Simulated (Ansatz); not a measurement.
Consider this structure.

```
Si N
1.0
     5.76971    0.00000    0.00000
     0.00000   11.21160    0.00000
     0.00000    0.00000    8.19258
Si N
8 16
Direct
  0.50000 0.10482 0.35284
  0.00000 0.10482 0.14716
  0.50000 0.89518 0.64716
  0.00000 0.89518 0.85284
  0.00000 0.60482 0.85284
  0.50000 0.60482 0.64716
  0.00000 0.39518 0.14716
  0.50000 0.39518 0.35284
  0.00000 0.75000 0.91022
  0.00000 0.25000 0.08978
  0.25000 0.08452 0.25000
  0.25000 0.91548 0.75000
  0.75000 0.91548 0.75000
  0.75000 0.08452 0.25000
  0.00000 0.50000 0.00000
  0.00000 0.00000 0.00000
  0.50000 0.25000 0.41022
  0.50000 0.75000 0.58978
  0.75000 0.58452 0.75000
  0.75000 0.41548 0.25000
  0.25000 0.41548 0.25000
  0.25000 0.58452 0.75000
  0.50000 0.00000 0.50000
  0.50000 0.50000 0.50000
```

Summarise the structure in words.

Formula: SiN2. It belongs to space group Imma (No. 74) and has a body-centred orthorhombic lattice. With Z = 8, the cell contains 8 Si, 16 N. The neighbours of Si are four N in a distorted tetrahedral arrangement at 1.68 to 1.69 Å. The coordination shell of N holds two Si at 1.68 to 1.69 Å. The bonds build a three-dimensional framework.

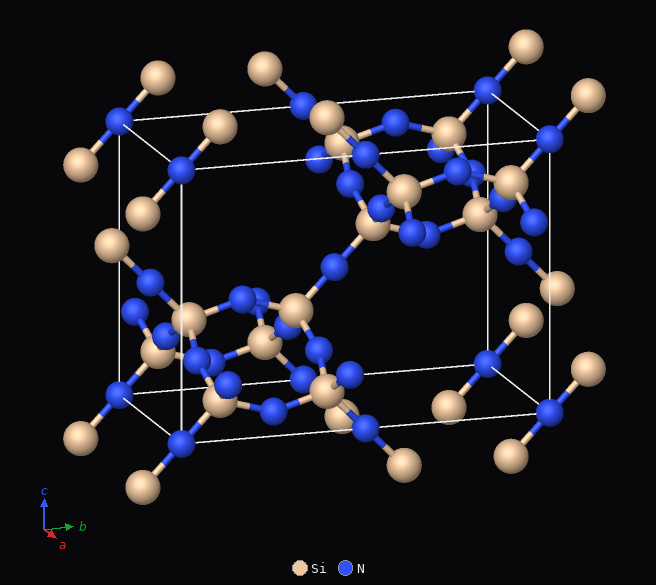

A ball-and-stick rendering, viewed slightly off an axis. One conventional unit cell is framed, with atoms on its boundary repeated. Outside the box, the atoms bonded to those within are drawn.

The structure comes from a structure listed in the Materials Project, with elements exchanged, so it need not be a known form of the compound. The structure drawn was relaxed with DFT PBE, scalar-relativistic, plane waves, PAW in Ansatz.
